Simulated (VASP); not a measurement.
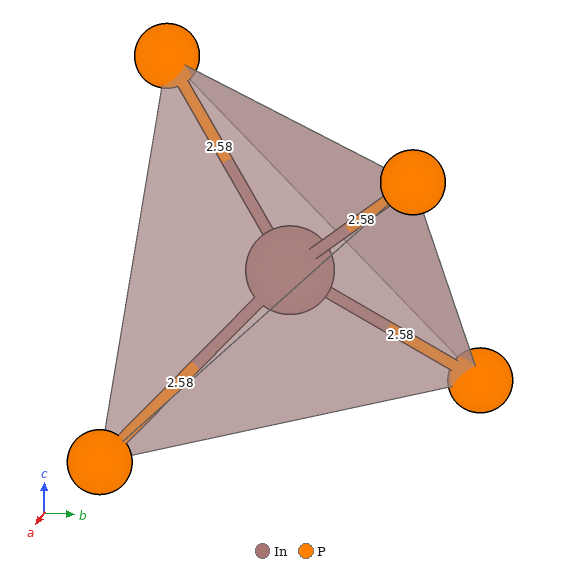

Coordination of In in InP (F-43m); bond lengths in Å. Continuous shape measures are computed against ideal polyhedra (0 is ideal; above about 3 the distortion is strong). Origin: coordinates from a relaxation with VASP, VASP Kohn-Sham DFT of a periodic cell, PBE, VASP PAW PBE potentials, materialsproject.

Name the coordination polyhedron and say how regular it is.

Answer. InP4: an essentially ideal tetrahedron (coordination number 4, S = 0.00; next best see-saw, S = 9.8).

Does the central atom sit at the centroid of its ligands?

Answer. Yes, to within 0.01 Å; the site symmetry is -43m.
